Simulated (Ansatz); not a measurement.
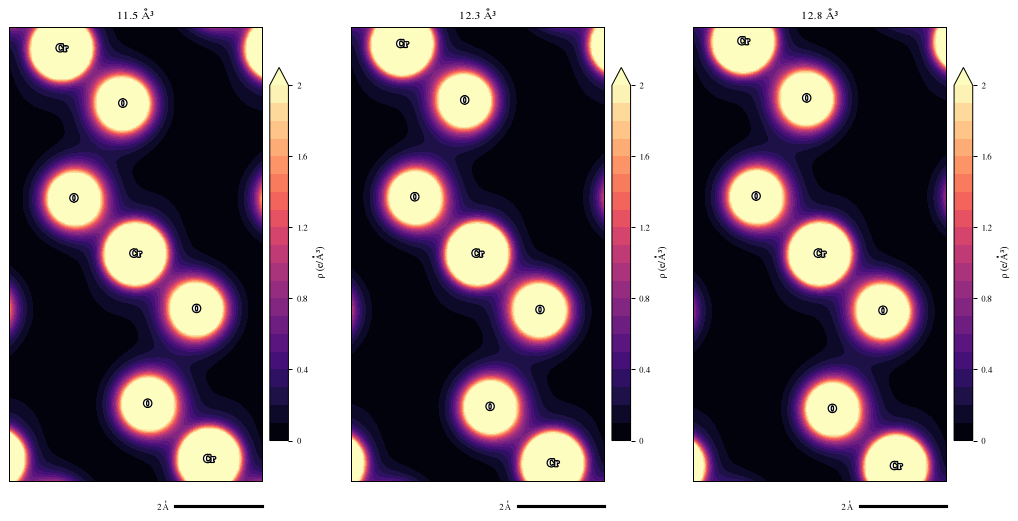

CrO2. The valence pseudo-density of cells scaled evenly to different volumes (given per atom above each panel), on the (101̄) plane of each (indices in the axes of the cell below), at one length scale and on one colour scale.

A structure from a database of computed crystals, not necessarily the ambient phase; spin-polarised.

These are results of Kohn-Sham DFT of a periodic cell, PBE, Ansatz PAW in Ansatz 0.2.0, not measurements.

The largest cell:

```
Cr O
1.0
     3.01915    0.00000    0.00000
    -1.50958    0.87155    4.85299
     1.50958   -2.61466    0.00000
Cr O
1 2
Direct
  0.50000 0.50000 0.50000
  0.23092 0.69275 0.23092
  0.76908 0.30725 0.76908
```

| volume (Å³/atom) | Cr–O contact in the plane (Å) | ρ at its midpoint (e/Å³) | pressure (GPa) | largest moment (μB) | 
| --- | --- | --- | --- | --- |
| 11.54 | 1.913 | 0.762 | 2.5 | 1.75 | 
| 12.28 | 1.953 | 0.694 | −8.1 | 1.81 | 
| 12.52 | 1.965 | ? | ? | ? | 
| 12.77 | 1.978 | 0.659 | −13.4 | 1.86 | 

> What values belong in the row with question marks?

Over the known rows ln ρ falls by 2.24 per Å of Cr–O distance (a least-squares line), which gives 0.677 e/Å³ at 1.965 Å; the calculation gives 0.674 e/Å³. For the pressure, a straight line in volume between the neighbouring rows gives −10.7 GPa; the calculation gives −10.9. For the largest moment, a straight line in volume between the neighbouring rows gives 1.83 μB; the calculation gives 1.84.
